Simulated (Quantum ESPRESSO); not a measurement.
# A series of single points on KCl

System: KCl (2 atoms in the cell).
Method: Kohn-Sham DFT of a periodic cell, LDA, GBRV 1.5 LDA, no spin polarisation (Quantum ESPRESSO 7.5).

The 7 runs differ only in the geometry, by an even scaling of the cell at fixed fractional positions. The structure derives from a Materials Project entry.

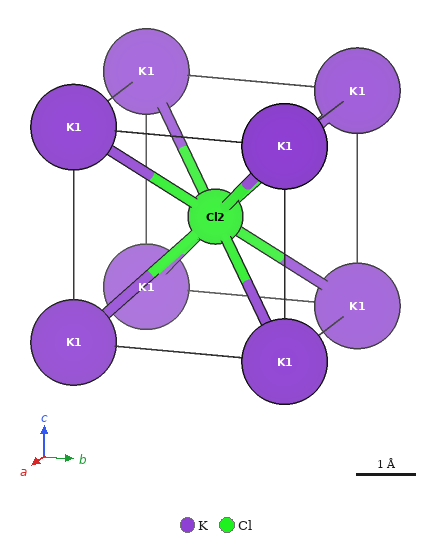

Figure 1. The structure of run 4 (ball-and-stick view of the cell of the calculation, seen slightly off an axis; atoms are numbered from 1 in the order of the input). An atom can appear more than once, as a periodic image.

**Input of run 4**
```
&CONTROL
  calculation = 'scf'
  prefix = 'pwscf'
  outdir = './tmp'
  pseudo_dir = './pseudo'
  tstress = .true.
  disk_io = 'nowf'
/
&SYSTEM
  ibrav = 0
  nat = 2
  ntyp = 2
  ecutwfc = 45
  ecutrho = 360
  nbnd = 14
  occupations = 'smearing'
  smearing = 'fd'
  degauss = 0.00367493
/
&ELECTRONS
  conv_thr = 4d-10
  electron_maxstep = 120
  mixing_beta = 0.5
/
ATOMIC_SPECIES
K     39.0983 k_lda_v1.4.uspp.F.UPF
Cl    35.4500 cl_lda_v1.4.uspp.F.UPF
CELL_PARAMETERS angstrom
   3.8391960000    0.0000000000    0.0000000000
   0.0000000000    3.8391960000    0.0000000000
   0.0000000000    0.0000000000    3.8391960000
ATOMIC_POSITIONS crystal
K      0.0000000000    0.0000000000    0.0000000000
Cl     0.5000000000    0.5000000000    0.5000000000
K_POINTS automatic
7 7 7 0 0 0
```

Command:
```bash
OMP_NUM_THREADS=1 mpirun -n 2 pw.x -nk 2 -in pw.in > pw.out
```

Run 5 differs from it as follows:
```diff
-   3.8391960000    0.0000000000    0.0000000000
-   0.0000000000    3.8391960000    0.0000000000
-   0.0000000000    0.0000000000    3.8391960000
+   3.8646218801    0.0000000000    0.0000000000
+   0.0000000000    3.8646218801    0.0000000000
+   0.0000000000    0.0000000000    3.8646218801
```

**Results, with one run withheld**

| run | volume per atom (Å³) | free energy per atom, from the lowest run given (meV) | pressure (GPa) | gap on the mesh (eV) |
| --- | --- | --- | --- | --- |
| 1 | 26.596 | 0.00 | −2.52 | 4.65 |
| 2 | 27.162 | 8.69 | −2.85 | 4.55 |
| 3 | 27.728 | 18.47 | −3.13 | 4.47 |
| 4 | 28.294 | 29.19 | −3.37 | 4.38 |
| 5 | 28.860 | ? | ? | ? |
| 6 | 29.426 | 53.06 | −3.76 | 4.23 |
| 7 | 29.991 | 65.92 | −3.91 | 4.16 |

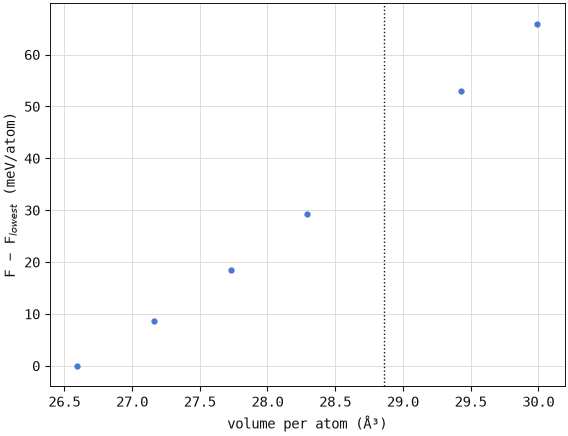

Figure 2. Free energy per atom of the runs given; the dotted line marks run 5.

What should run 5 give?

A cubic polynomial in V^(−2/3) (the Birch–Murnaghan form), fitted to the 6 runs given, misses them by at most 0.01 meV per atom. With x = V^(−2/3) − 0.10804 Å⁻², it reads F = 26.569 − 7577.9 x + 2.9187e+05 x² + 1.0672e+06 x³ (meV per atom). At run 5 it gives 40.77 meV per atom, and the run itself gives 40.78. The slope of the fit gives a pressure −dF/dV of −3.38 GPa there, and the run prints −3.58 GPa. The two needn't agree exactly: the fit is approximate, and the printed stress is taken on a finite basis. The fit has no minimum inside this range. The gap on the mesh goes, without turning, from 4.65 eV in run 1 to 4.16 eV in run 7; run 5 has 4.30 eV. These are gaps of this functional on this mesh, which can miss the band edges; they aren't the measured gap.

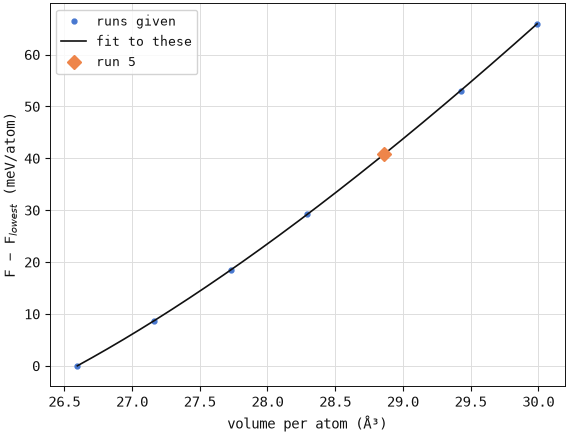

Figure 3. The fit and the withheld run.

**Some lines of the output (run 5)**
```
[...]
     number of k points=    20  Fermi-Dirac smearing, width (Ry)=  0.0037
     total energy              =     -90.51260773 Ry
     total energy              =     -90.52965419 Ry
     total energy              =     -90.53026830 Ry
     total energy              =     -90.53032797 Ry
     total energy              =     -90.53033771 Ry
     total energy              =     -90.53033962 Ry
     total energy              =     -90.53033969 Ry
     total energy              =     -90.53033971 Ry
     the Fermi energy is     3.1067 ev
!    total energy              =     -90.53033971 Ry
     The total energy is F=E-TS. E is the sum of the following terms:
     Computing stress (Cartesian axis) and pressure
          total   stress  (Ry/bohr**3)                   (kbar)     P=      -35.83
```

Notes on the run: negative rho.
